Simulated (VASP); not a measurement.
**Ge: density, localisation and related maps**

```xyz
8
Lattice="3.7569 0.0000 0.0000 0.0000 10.8896 0.0000 0.0000 0.0000 4.3228" Properties=species:S:1:pos:R:3 pbc="T T T"
Ge    0.0000    9.6629    4.0827
Ge    1.8784    4.2181    4.0827
Ge    0.0000    4.2181    2.4016
Ge    1.8784    9.6629    2.4016
Ge    0.0000    1.2267    0.2402
Ge    1.8784    6.6715    0.2402
Ge    0.0000    6.6715    1.9212
Ge    1.8784    1.2267    1.9212
```

Space group Cmce; not relaxed (largest force 0.9 eV/Å); computed pressure about 3 GPa in this cell.

All numbers below come from Kohn-Sham DFT of a periodic cell, PBE with D3(BJ), VASP PAW PBE potentials, recommended (VASP).

Core electrons are frozen (PAW), and the valence fields are smoothed inside the atomic spheres.

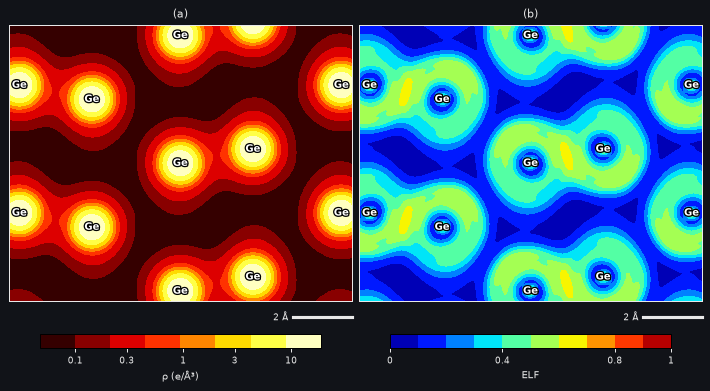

Figure 1. (a) valence charge density (pseudo); (b) electron localisation function on the (100) plane of the conventional cell.

Question: Describe what can be read from this map.

Answer:
- The section cuts through Ge sites.
- Ge–Ge (2.50 Å): the density is about 0.42 e/Å³ at the midpoint; the ELF peaks at about 0.65 between the atoms.
- Between the atoms the lowest density in this plane is 0.05 e/Å³.

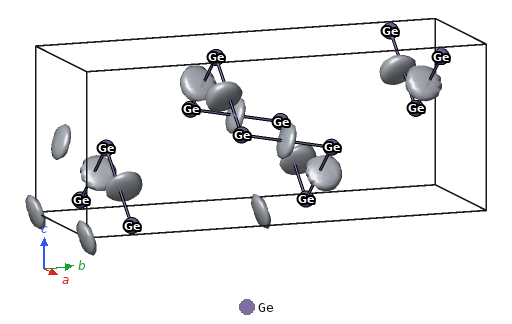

Figure 2. Isosurface of the ELF at 0.6 (grey), seen at an oblique angle. Only the valence region is drawn (cores and ρ < 0.01 e/Å³ removed). Sticks mark near contacts.

Question: Where are the electrons localised?

Answer: At this value the surface marks out twelve regions between bonded Ge–Ge atoms (shared pairs), counted in one cell of 8 atoms. Regions shared between cells count once.
